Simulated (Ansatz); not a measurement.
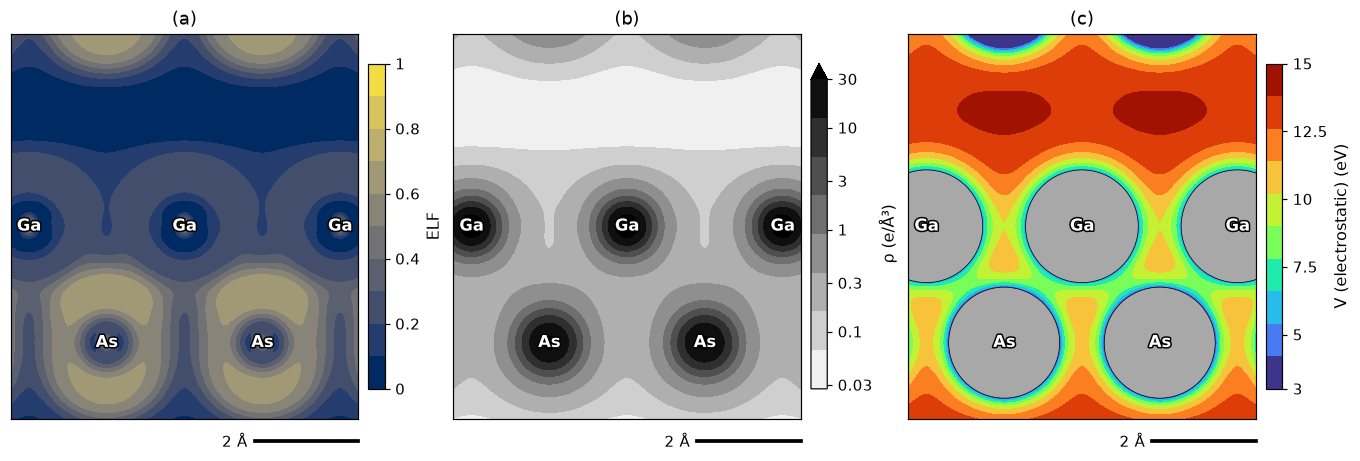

Figure. GaAs. (a) electron localisation function; (b) valence electron density; (c) electrostatic potential energy of an electron on the (110) plane of the conventional cell. Grey discs cover the atomic cores in the potential map.

Space group P-6m2; a structure from a database of computed crystals, not necessarily the ambient phase; a generated structure, not necessarily the stable one.

The calculation used Kohn-Sham DFT of a periodic cell, HSEsol, Ansatz PAW (Ansatz).

The density is the valence pseudo-density of a PAW calculation; it isn't the true density close to the nuclei.

```
Ga As
1.0
     3.90285    0.00000    0.00000
    -1.95143    3.37997    0.00000
     0.00000    0.00000    3.01152
Ga As
1 1
Direct
  0.33333 0.66667 0.50000
  0.00000 0.00000 0.00000
```

Question: What does the map show?

Answer: The section cuts through Ga and As sites.
Ga–As (2.71 Å): ρ at the midpoint is about 0.3 e/Å³; the ELF is about 0.55 at the midpoint.
Between the atoms the lowest density in this plane is 0.03 e/Å³.
Outside the cores the potential energy rises away from the atoms and is highest about 2.2 Å from the nearest atoms; its zero is arbitrary.

Question: Metal or insulator at this level of theory?

Answer: It is metallic or semimetallic at this level of theory: no gap opens.
